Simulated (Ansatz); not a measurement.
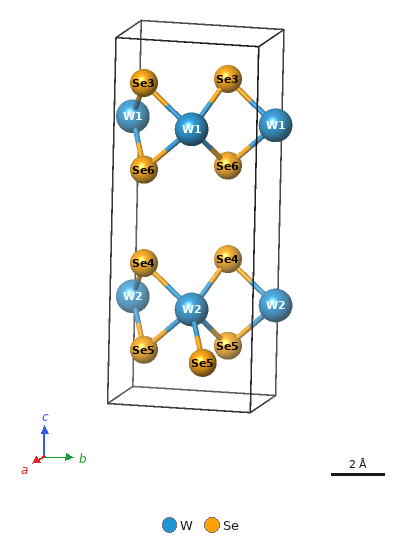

Fig. 1: The input geometry of the first run (ball-and-stick view of the cell 2 times as large as that of the calculation, set on its symmetry axes, seen slightly off an axis; atoms are numbered from 1 in the order of the input). An atom can appear more than once, as a periodic image. Near neighbours in the periodic cell (some may lie outside the picture): W has 6 Se at 2.53 Å; Se has 3 W at 2.53 Å.

# WSe$_{2}$: a changed input and its effect

System: WSe$_{2}$ (6 atoms in the cell).
Method of the first run: DFT PBE+D3(BJ), scalar-relativistic, plane waves, PAW, PAW set soft_1, no spin polarisation (Ansatz 0.2.0).

The structure derives from a Materials Project entry. Text and figures count atoms from 1; the logs count them from 0 in places.

## Input, the first run
```yaml
crystal:
  lattice:
    - [-3.2789854852, 0.0, 0.0]
    - [-1.6394927426, -2.8396847288, 0.0]
    - [-0.5464975809, -0.9465615763, 14.0112373504]
  atoms:
    - { symbol: W, position: [0.0, -0.25, 0.75] }
    - { symbol: W, position: [0.0, -0.0833333333, 0.25] }
    - { symbol: Se, position: [0.3333333333, 0.0432411913, 0.8702764262] }
    - { symbol: Se, position: [0.3333333333, 0.2099078579, 0.3702764262] }
    - { symbol: Se, position: [0.3333333333, 0.2900921421, 0.1297235738] }
    - { symbol: Se, position: [0.3333333333, 0.1234254754, 0.6297235738] }
basis:
  ecutwfc: 420
kpoints:
  mp_grid: { grid: [9, 9, 2] }
hamiltonian:
  xc: pbe
  pseudopotentials: { kind: paw, azcp: { folder: soft_1 } }
  dispersion: d3bj
scf:
  occupations: { method: gaussian, width: 0.05 }
output:
  forces: true
  stress: true
  eigenvalues: true
  write_density: true
  write_potential: true
  elf: true
  volumetric_format: npy
```

Command:
```bash
ansatz run input.yaml --threads 2 --pin off --max-ram 4096MiB --backend cpu --events-out ev --progress --plain --runs-dir out
```

Hardware: 2 threads of Arm Neoverse N1, 98 GiB of memory available, shared host.

## Output, shortened to warnings, some set-up lines, iterations and results (the first run)
```
Basis set: ecut = 420 eV, 2599 PW (Γ), exchange–correlation on 48×48×192 points (8 copies of the dense FFT grid, shifted against one another)
Symmetry: 2 space group operations
k-points: 50 of 162 (time reversal used)
Initial density: superposition of atomic densities (chi_scale 0.1, normalization cell, long waves kept (reshape's long-wave potential 0.05 eV rms))
[...]
SCF iter   1: F=—  HF=-42655.143255 eV  |F-HF|=—  |Δ(HF+E_count)|=         —  Δρ=3.49e-2  dr2=5.98e0  ethr=3.10e-3  ⟨swp⟩=6.8  Hψ=10407  notcnv=0  defer=4
SCF iter   2: F=—  HF=-42654.288508 eV  |F-HF|=—  |Δ(HF+E_count)|=   8.55e-1  Δρ=2.21e-2  dr2=8.68e-1  ethr=3.10e-3  ⟨swp⟩=2.6  Hψ=3919  notcnv=0  defer=128
SCF iter   3: F=—  HF=-42654.096137 eV  |F-HF|=—  |Δ(HF+E_count)|=   1.92e-1  Δρ=8.76e-3  dr2=3.06e-1  ethr=9.44e-4  ⟨swp⟩=2.1  Hψ=3758  notcnv=0  defer=128
SCF iter   4: F=—  HF=-42654.043449 eV  |F-HF|=—  |Δ(HF+E_count)|=   5.27e-2  Δρ=2.49e-3  dr2=1.32e-2  ethr=3.32e-4  ⟨swp⟩=2.3  Hψ=3763  notcnv=0  defer=128
SCF iter   5: F=—  HF=-42654.045919 eV  |F-HF|=—  |Δ(HF+E_count)|=   2.47e-3  Δρ=1.08e-3  dr2=3.11e-3  ethr=1.43e-5  ⟨swp⟩=2.0  Hψ=5495  notcnv=0  defer=128
SCF iter   6: F=—  HF=-42654.047745 eV  |F-HF|=—  |Δ(HF+E_count)|=   1.83e-3  Δρ=4.75e-4  dr2=3.69e-4  ethr=3.38e-6  ⟨swp⟩=2.0  Hψ=4857  notcnv=0  defer=128
SCF iter   7: F=—  HF=-42654.048448 eV  |F-HF|=—  |Δ(HF+E_count)|=   7.03e-4  Δρ=1.14e-4  dr2=1.90e-5  ethr=4.01e-7  ⟨swp⟩=2.2  Hψ=3581  notcnv=0  defer=128
SCF iter   8: F=—  HF=-42654.048480 eV  |F-HF|=—  |Δ(HF+E_count)|=   3.20e-5  Δρ=4.50e-5  dr2=1.01e-5  ethr=2.07e-8  ⟨swp⟩=2.1  Hψ=4941  notcnv=0  defer=128
SCF iter   9: F=—  HF=-42654.048485 eV  |F-HF|=—  |Δ(HF+E_count)|=   5.14e-6  Δρ=2.36e-5  dr2=6.13e-6  ethr=1.10e-8  ⟨swp⟩=2.0  Hψ=3408  notcnv=0  defer=128
SCF iter  10: F=—  HF=-42654.048485 eV  |F-HF|=—  |Δ(HF+E_count)|=   3.51e-7  Δρ=1.23e-5  dr2=1.20e-6  ethr=6.66e-9  ⟨swp⟩=2.0  Hψ=3016  notcnv=0  defer=128
SCF iter  11: F=-42654.048485 eV  HF=-42654.048485 eV  |F-HF|=4.95e-8  |Δ(HF+E_count)|=   8.15e-8  Δρ=2.41e-6  dr2=5.49e-8  ethr=1.09e-10  ⟨swp⟩=14.2  Hψ=20076  notcnv=0
SCF 1 converged in 11 iterations: F = -42654.048485 eV  dr2 = 5.49e-8
SCF converged after 11 iterations
Free energy (F): -42654.048485 eV
Harris-Foulkes:  -42654.048485 eV  (|F-HF|=4.95e-8)
Internal energy: -42654.048485 eV  (E = F + TS)
E sigma→0 (E₀):  -42654.048485 eV
Fermi energy:    11.836466 eV
--- Per-component energies (eV) ---
  E_band       = -1824.509328
  E_kinetic    = 1289.637972
  E_local      = -13711.422066  (includes V_loc(G=0)·N_el)
  E_nonlocal   = -1467.673253
  E_hartree    = 6983.580881
  E_xc         = -877.690948
  E_vxc        = -826.908077  (∫ρ·V_xc dr)
  E_paw        = -25674.984030  (= ΣΔE_a)
  E_vpaw       = -1075.304959  (= ΣTr[D̂ρ^β])
  E_aug_tail   = -0.001227  (compensation charges beyond the density's cutoff)
  E_ewald      = -9192.902127
  E_disp       = -2.593688  (pairwise vdW)
  E_smearing   = -0.000000  (= −TS)
  E_closure    = 0.000000  (closes the sum)
  Σ components = -42654.048485   (vs F -42654.048485, Δ=0.00e0)
--- Forces (eV/Å), atoms counted from 1 ---
  atom   1  W      0.00417830     0.00611625     0.01810947
  atom   2  W     -0.00320768    -0.00667664    -0.01810947
  atom   3  Se     0.01227911     0.02428632     0.08006573
  atom   4  Se     0.00107811    -0.00002836    -0.00168925
  atom   5  Se    -0.01489301    -0.02277718    -0.08006573
  atom   6  Se     0.00056362    -0.00091949     0.00168925
  max |Σ_I F_I| component: 1.55e-6 eV/Å
--- Stress (GPa, compression-positive) ---
       -0.015053       0.036720      -0.089624
        0.036720       0.027348      -0.155234
       -0.089624      -0.155234      -0.542040
  P = ⅓ Tr σ = -0.1766 GPa (-1.766 kbar)
```

For the second run the input was changed thus:
```diff
-    - [-0.5464975809, -0.9465615763, 14.0112373504]
+    - [-0.9563707665, -1.1832019703, 14.0112373504]
-    - { symbol: W, position: [0.0, -0.25, 0.75] }
-    - { symbol: W, position: [0.0, -0.0833333333, 0.25] }
-    - { symbol: Se, position: [0.3333333333, 0.0432411913, 0.8702764262] }
-    - { symbol: Se, position: [0.3333333333, 0.2099078579, 0.3702764262] }
-    - { symbol: Se, position: [0.3333333333, 0.2900921421, 0.1297235738] }
-    - { symbol: Se, position: [0.3333333333, 0.1234254754, 0.6297235738] }
+    - { symbol: W, position: [-0.0625, -0.3125, 0.75] }
+    - { symbol: W, position: [-0.0208333333, -0.1041666667, 0.25] }
+    - { symbol: Se, position: [0.2608102978, -0.0292818443, 0.8702764262] }
+    - { symbol: Se, position: [0.3024769645, 0.1790514891, 0.3702764262] }
+    - { symbol: Se, position: [0.3225230355, 0.2792818442, 0.1297235738] }
+    - { symbol: Se, position: [0.2808563688, 0.0709485109, 0.6297235738] }
```

What does this change do to the results?

With the same functional and potentials, the second run lies 1.7 meV per atom lower. The largest force goes from 0.085 to 0.106 eV/Å. The number of SCF iterations is the same. The irreducible k-points go from 50 to 82. On the same kind of shared host the second run took about 1.6 times as long.

## Output, shortened to warnings, some set-up lines, iterations and results (the second run)
```
Basis set: ecut = 420 eV, 2599 PW (Γ), exchange–correlation on 48×48×192 points (8 copies of the dense FFT grid, shifted against one another)
Symmetry: 1 space group operations
k-points: 82 of 162 (time reversal used)
Initial density: superposition of atomic densities (chi_scale 0.1, normalization cell, long waves kept (reshape's long-wave potential 0.05 eV rms))
[...]
SCF iter   1: F=—  HF=-42655.150540 eV  |F-HF|=—  |Δ(HF+E_count)|=         —  Δρ=3.49e-2  dr2=5.97e0  ethr=3.10e-3  ⟨swp⟩=6.8  Hψ=16988  notcnv=0  defer=1
SCF iter   2: F=—  HF=-42654.297779 eV  |F-HF|=—  |Δ(HF+E_count)|=   8.53e-1  Δρ=2.21e-2  dr2=8.65e-1  ethr=3.10e-3  ⟨swp⟩=2.6  Hψ=6398  notcnv=0  defer=222
SCF iter   3: F=—  HF=-42654.106123 eV  |F-HF|=—  |Δ(HF+E_count)|=   1.92e-1  Δρ=8.76e-3  dr2=3.04e-1  ethr=9.41e-4  ⟨swp⟩=2.1  Hψ=6158  notcnv=0  defer=222
SCF iter   4: F=—  HF=-42654.053753 eV  |F-HF|=—  |Δ(HF+E_count)|=   5.24e-2  Δρ=2.48e-3  dr2=1.29e-2  ethr=3.31e-4  ⟨swp⟩=2.3  Hψ=6157  notcnv=0  defer=222
SCF iter   5: F=—  HF=-42654.056158 eV  |F-HF|=—  |Δ(HF+E_count)|=   2.40e-3  Δρ=1.07e-3  dr2=3.04e-3  ethr=1.40e-5  ⟨swp⟩=2.0  Hψ=8968  notcnv=0  defer=222
SCF iter   6: F=—  HF=-42654.057918 eV  |F-HF|=—  |Δ(HF+E_count)|=   1.76e-3  Δρ=4.68e-4  dr2=3.59e-4  ethr=3.30e-6  ⟨swp⟩=2.0  Hψ=7937  notcnv=0  defer=222
SCF iter   7: F=—  HF=-42654.058591 eV  |F-HF|=—  |Δ(HF+E_count)|=   6.73e-4  Δρ=1.13e-4  dr2=2.03e-5  ethr=3.90e-7  ⟨swp⟩=2.1  Hψ=5856  notcnv=0  defer=222
SCF iter   8: F=—  HF=-42654.058628 eV  |F-HF|=—  |Δ(HF+E_count)|=   3.71e-5  Δρ=5.15e-5  dr2=1.33e-5  ethr=2.20e-8  ⟨swp⟩=2.0  Hψ=8095  notcnv=0  defer=222
SCF iter   9: F=—  HF=-42654.058633 eV  |F-HF|=—  |Δ(HF+E_count)|=   4.68e-6  Δρ=2.44e-5  dr2=4.79e-6  ethr=1.44e-8  ⟨swp⟩=2.0  Hψ=5536  notcnv=0  defer=222
SCF iter  10: F=—  HF=-42654.058633 eV  |F-HF|=—  |Δ(HF+E_count)|=   7.05e-7  Δρ=1.16e-5  dr2=7.38e-7  ethr=5.20e-9  ⟨swp⟩=2.0  Hψ=5306  notcnv=0  defer=222
SCF iter  11: F=-42654.058634 eV  HF=-42654.058634 eV  |F-HF|=4.59e-8  |Δ(HF+E_count)|=   1.33e-7  Δρ=2.47e-6  dr2=5.32e-8  ethr=1.09e-10  ⟨swp⟩=14.3  Hψ=33141  notcnv=0
SCF 1 converged in 11 iterations: F = -42654.058634 eV  dr2 = 5.32e-8
SCF converged after 11 iterations
Free energy (F): -42654.058634 eV
Harris-Foulkes:  -42654.058634 eV  (|F-HF|=4.59e-8)
Internal energy: -42654.058634 eV  (E = F + TS)
E sigma→0 (E₀):  -42654.058634 eV
Fermi energy:    11.832916 eV
--- Per-component energies (eV) ---
  E_band       = -1824.760693
  E_kinetic    = 1289.579773
  E_local      = -13709.738858  (includes V_loc(G=0)·N_el)
  E_nonlocal   = -1467.668777
  E_hartree    = 6982.631766
  E_xc         = -877.665417
  E_vxc        = -826.875157  (∫ρ·V_xc dr)
  E_paw        = -25674.992811  (= ΣΔE_a)
  E_vpaw       = -1075.321143  (= ΣTr[D̂ρ^β])
  E_aug_tail   = -0.001233  (compensation charges beyond the density's cutoff)
  E_ewald      = -9193.608993
  E_disp       = -2.594083  (pairwise vdW)
  E_smearing   = -0.000000  (= −TS)
  E_closure    = 0.000000  (closes the sum)
  Σ components = -42654.058634   (vs F -42654.058634, Δ=0.00e0)
--- Forces (eV/Å), atoms counted from 1 ---
  atom   1  W      0.00271738     0.00087885     0.02473513
  atom   2  W     -0.00153679    -0.00151251    -0.02247376
  atom   3  Se     0.00589526     0.00539441     0.10420750
  atom   4  Se     0.00117353    -0.00035054    -0.00251859
  atom   5  Se    -0.00907120    -0.00378750    -0.10579743
  atom   6  Se     0.00082023    -0.00062188     0.00184773
  max |Σ_I F_I| component: 1.59e-6 eV/Å
--- Stress (GPa, compression-positive) ---
       -0.015288       0.043888      -0.049962
        0.043888       0.027350      -0.029611
       -0.049962      -0.029611      -0.708668
  P = ⅓ Tr σ = -0.2322 GPa (-2.322 kbar)
```

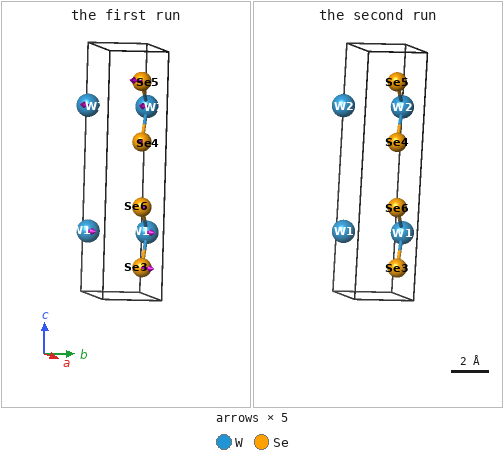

Fig. 2: The two input geometries at one scale (ball-and-stick view of the reduced cell, seen slightly off an axis). The pink arrows on the first give the shifts of the atoms relative to the cell, with their mean removed, magnified 5 times. The largest moves relative to the cell, 0.18 Å, are those of Se3 and Se5. By element the largest moves are Se 0.18 Å, W 0.12 Å. (The mean shift of all atoms is removed.) The drawn cell changes at constant volume: a = b stay at 3.279 Å, c 14.054 → 14.094 Å (+0.3 %), α 87.8° → 86.1°, β 85.5° → 83.9°.

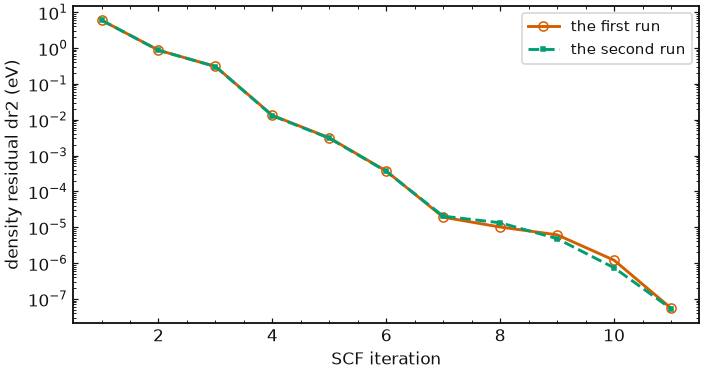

Fig. 3: Convergence of the two runs: density residual dr2 against the SCF iteration. The first run takes 11 iterations in all, and the second run takes 11.

## The two runs side by side

```tsv
quantity	the first run	the second run
outcome	converged	converged
free energy per atom (eV)	−7109.0081	−7109.0098
gap on the mesh (eV)	1.37	1.38
pressure (GPa)	−0.18	−0.23
largest force (eV/Å)	0.085	0.106
SCF iterations	11	11
irreducible k-points	50	82
plane waves at Γ	2599	2599
wall time (shared host)	47 s	77 s
```

For both runs: Spin–orbit coupling is left out, which matters for W.
